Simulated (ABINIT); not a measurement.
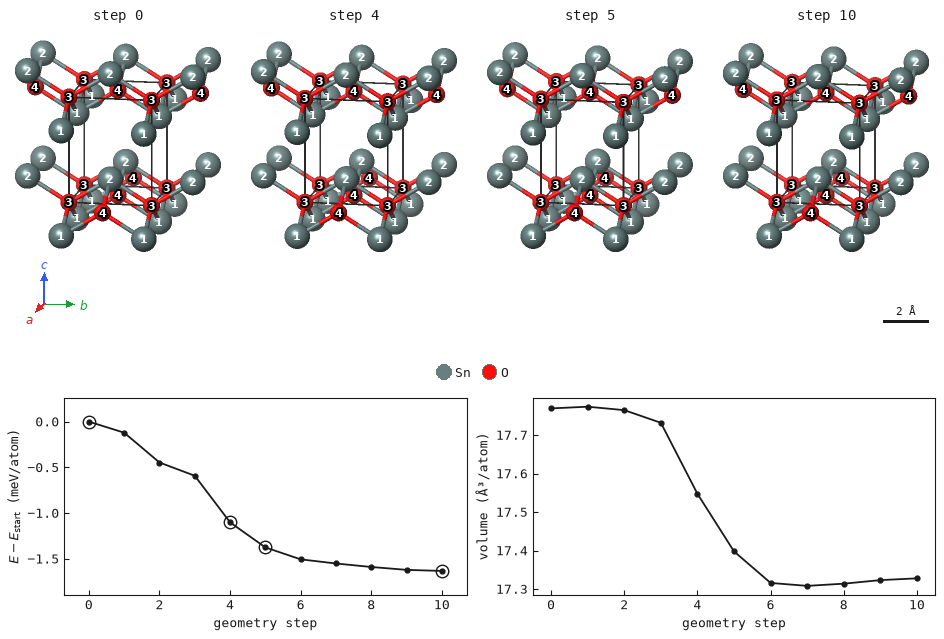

Frames of a relaxation of crystalline SnO (set up in P4/nmm), marked on the history of the run. A ball-and-stick model of the cell of the calculation, seen slightly off an axis.

The run lets cell and atoms move.

Level of theory: Kohn-Sham DFT of a periodic cell, PBEsol, PseudoDojo NC SR PBEsol v0.4.1 standard (ABINIT 10.8.3).

Input file:
```
# Pseudopotentials
pp_dirpath "./"
pseudos "Sn.upf, O.upf"

# Structure
acell 3.81369522 3.81369522 4.8869133 Angstrom
rprim
     1.0000000000     0.0000000000     0.0000000000
     0.0000000000     1.0000000000     0.0000000000
     0.0000000000     0.0000000000     1.0000000000
ntypat 2
znucl 50 8
natom 4
typat 1 1 2 2
chkprim 0
chksymtnons 0
tolsym 1.0e-6
xred
            1/2            0.0   0.7646261400
            0.0            1/2   0.2353738600
            0.0            0.0            0.0
            1/2            1/2            0.0

# Plane-wave basis
ecut 42.0
ecutsm 0.5

# k points
kptopt 1
ngkpt 5 5 4
nshiftk 1
shiftk 0.0 0.0 0.0

# Exchange and correlation
ixc -116133

# Bands and occupations
nband 24
occopt 3
tsmear 0.05 eV

# SCF cycle
nstep 80
tolvrs 1.0e-12

# Output
iomode 3
prteig 0
prtebands 0
prtwf 0
prtden 0

# Relaxation
ionmov 2
optcell 2
ntime 50
tolmxf 2.0e-5
dilatmx 1.08
```

Command:
```bash
abinit run.abi > log 2>&1
```

Q: Describe the path.

A: The run was cut off at its time limit before the relaxation converged, so the last structure is only a point on the way. The largest moves relative to the cell, 0.032 Å, are those of Sn1 and Sn2. Sn1 goes along −c. O stays in place. The volume changes by −2.5 %, with a = b 3.814 → 3.817 Å (+0.1 %), c 4.887 → 4.758 Å (−2.6 %). The space group stays P4/nmm (No. 129). Over 10 geometry steps the energy falls by 1.6 meV per atom. The largest force component goes from 0.15 to 0.011 eV/Å. The pressure goes from 0.08 to 0.04 GPa. From step 0 to 4: Sn atoms move most (0.03 Å), volume −1.2 %, energy −1.1 meV per atom. From step 4 to 5: volume −0.9 %, energy −0.3 meV per atom. From step 5 to 10: volume −0.4 %, energy −0.3 meV per atom.

| step | E − E(0), meV/atom | largest force component, eV/Å | pressure, GPa | volume, Å³/atom |
| --- | --- | --- | --- | --- |
| 0 | 0.00 | 0.1529 | 0.08 | 17.769 |
| 1 | -0.12 | 0.1219 | -0.05 | 17.774 |
| 2 | -0.45 | 0.0003 | -0.50 | 17.765 |
| 3 | -0.59 | 0.0331 | -0.58 | 17.732 |
| 4 | -1.10 | 0.1064 | -0.55 | 17.547 |
| 5 | -1.38 | 0.0970 | -0.26 | 17.398 |
| 6 | -1.51 | 0.0467 | 0.05 | 17.316 |
| 7 | -1.55 | 0.0118 | 0.17 | 17.308 |
| 8 | -1.59 | 0.0129 | 0.19 | 17.314 |
| 9 | -1.62 | 0.0209 | 0.13 | 17.323 |
| 10 | -1.63 | 0.0106 | 0.04 | 17.328 |

Limits of the set-up: layers or molecules are held without a dispersion correction, so their spacing is unreliable.
